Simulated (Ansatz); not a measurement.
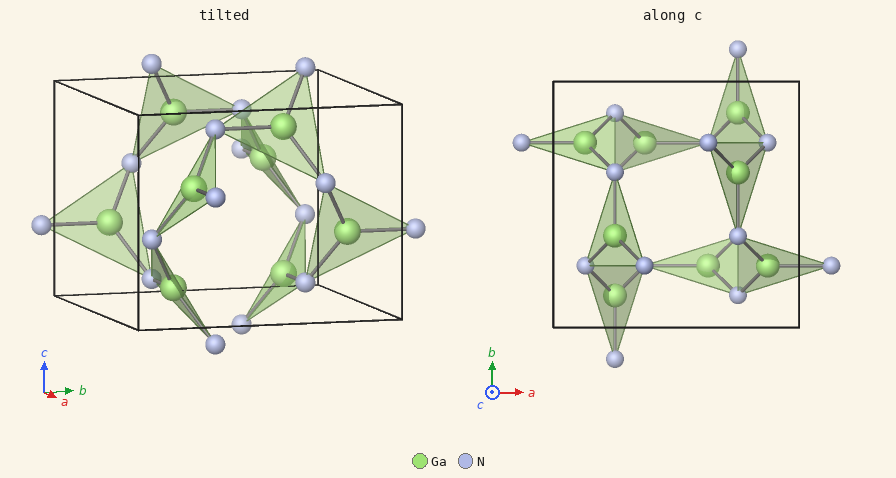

Crystal structure, polyhedral style, seen slightly off an axis and along the c axis. The parallelepiped is the conventional unit cell. Some atoms of the next cells are drawn as well. Cell: a = 7.17 Å, b = 7.17 Å, c = 5.62 Å, α = 90.00°, β = 90.00°, γ = 90.00°.

The structure comes from a structure type filled with these elements by a generator (whether the compound takes this form wasn't checked). Earlier steps of the study may have refined or changed the cell and positions. It was run through Ansatz as a DFT input.

What can be read from this drawing?

Answer. Its composition is GaN. The lattice is body-centred tetragonal and the space group I-42d (No. 122). Atoms per cell: 16 (8 Ga, 8 N). The polyhedra are GaN3 triangles; they share corners. Each Ga is bonded to three N in a trigonal planar arrangement at about 1.9 Å. Each N has three Ga in a trigonal planar arrangement at about 1.9 Å. The bonds build a three-dimensional framework.

Method: DFT PBE, scalar-relativistic, plane waves, PAW (Ansatz); plane-wave cutoff 420 eV, k-points about 0.24 Å⁻¹ apart, Gaussian smearing of 0.02 eV, no spin polarisation.

Is the electronic structure metallic or gapped?

Answer. A semiconductor at this level, with a gap of 1.30 eV, indirect.

What are the atomic charges by Bader's partition?

Answer. Ga +1.55 e; N -1.55 e.

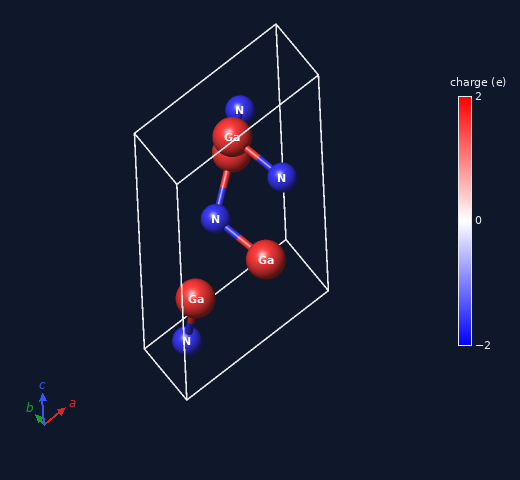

The atoms coloured by those charges. The run's cell of 8 atoms is drawn in a reduced setting, so axes and origin can differ from the first picture.

Is the structure in equilibrium?

Answer. Yes. All forces vanish to within 0.01 eV/Å. The pressure is 0.0 GPa, close to zero.
